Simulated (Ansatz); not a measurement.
Structure of Cu:

```
CELL_PARAMETERS angstrom
5.14889 0.00000 0.00000
0.00000 5.14889 0.00000
0.00000 0.00000 5.14889
ATOMIC_POSITIONS crystal
Cu 0.75000 0.75000 0.75000
Cu 0.00000 0.50000 0.00000
Cu 0.75000 0.25000 0.25000
Cu 0.00000 0.00000 0.50000
Cu 0.25000 0.75000 0.25000
Cu 0.50000 0.50000 0.50000
Cu 0.25000 0.25000 0.75000
Cu 0.50000 0.00000 0.00000
```

Basis of the simulation: the input geometry of an electronic-structure calculation (not necessarily at equilibrium); the starting structure was generated, so it need not be a known form of this composition.

Question: Predict radii and indices of the first 5 visible rings (3 % of the strongest or more) for λ = 0.5594 Å and a flat detector at 270 mm.

Answer:
```csv
ring,radius,2θ (°),d (Å),hkl
1,51.5 mm,10.80,2.97,111
2,86.0 mm,17.68,1.820,220
3,102.3 mm,20.76,1.552,311
4,126.5 mm,25.10,1.287,400
5,139.9 mm,27.39,1.181,331
```

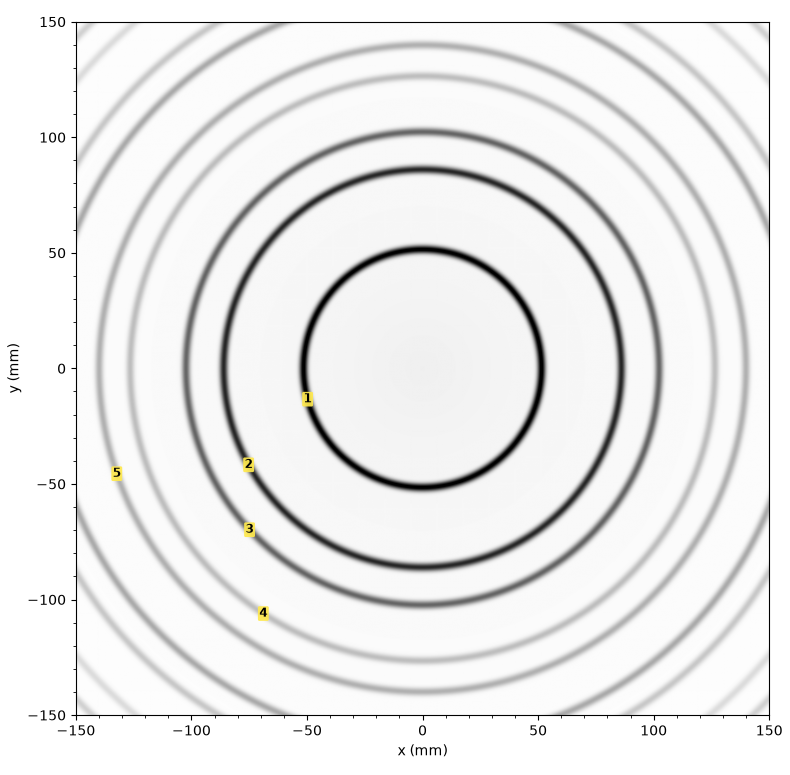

Simulated X-ray powder rings on a flat area detector normal to the beam: λ = 0.5594 Å, sample-to-detector distance 270 mm, axes in mm from the beam centre, for a fine-grained powder without texture. Kinematic intensities with B = 0.8 Å² for all atoms, without absorption; brightness goes as intensity to the power 0.6, clipped at the top. Reflections closer than the ring width show as one ring. The numbers mark the rings of the table.
